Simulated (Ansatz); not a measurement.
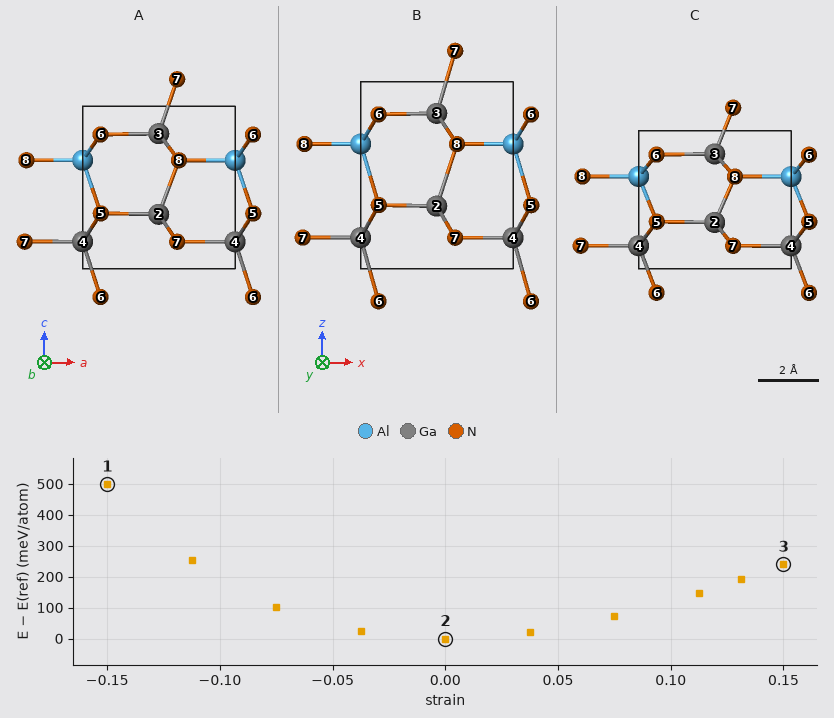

A scan of solid AlGa$_{3}$N$_{4}$ (Pm): the cell is strained along z alone, with the atoms kept at their fractional coordinates. x, y and z are the Cartesian axes of the input. The frames are shuffled; the numbered points of the plot belong to them. The picture is a ball-and-stick view of the cell of the calculation, seen along the b axis.

Computed with DFT r2SCAN, scalar-relativistic, plane waves, PAW (Ansatz 0.2.0). (plane-wave cutoff 500 eV; k-point mesh 6 × 8 × 4; occupations gaussian; smearing width 0.05 eV; no spin polarisation). Energies (free energies at the smearing named) are counted from the relaxed crystal.

**Which frame belongs to which numbered point?**

Point 1 is frame C (the strain −0.15, 500 meV/atom); 2 is frame A (the strain 0.00, 0 meV/atom); 3 is frame B (the strain 0.15, 240 meV/atom). The lowest computed point lies at the strain 0.00 (0 meV/atom). The distortion keeps the space group Pm. At the strain −0.15 the cell of the drawing goes c 5.477 → 4.655 Å.
